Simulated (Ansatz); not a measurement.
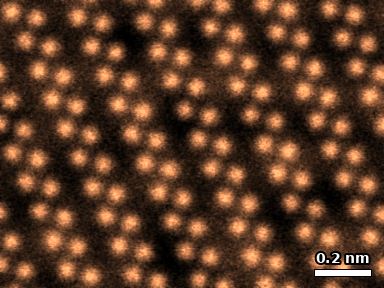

Dark-field STEM-like image of Ni (P6_3/mmc, No. 194). Simulation: incoherent imaging, intensity Z^1.6 per atom, probe width 0.50 Å, thin sample. The probe carries 15 % of its weight in a tail 2.5 times as wide. Shot noise, a slight drift and the speckle of an amorphous layer were added. Structure: the input geometry of an electronic-structure calculation (not necessarily at equilibrium); the starting structure was generated, so it need not be a known form of this composition.

```
CELL_PARAMETERS angstrom
2.44741 0.00000 0.00000
-1.22370 2.11952 0.00000
0.00000 0.00000 4.01647
ATOMIC_POSITIONS crystal
Ni 0.66667 0.33333 0.75000
Ni 0.33333 0.66667 0.25000
```

Q: Along which zone axis is the crystal seen: [201], [101], [001] or [102]? (Directions equivalent by symmetry count as one.)

A: [102]. The projected cells are 1.55 × 2.26 Å, 110° for [201]; 2.09 × 2.36 Å, 116° for [101]; 2.45 × 2.45 Å, 120° for [001]; 1.17 × 2.12 Å, 90° for [102], and the image repeats as the [102] one does.
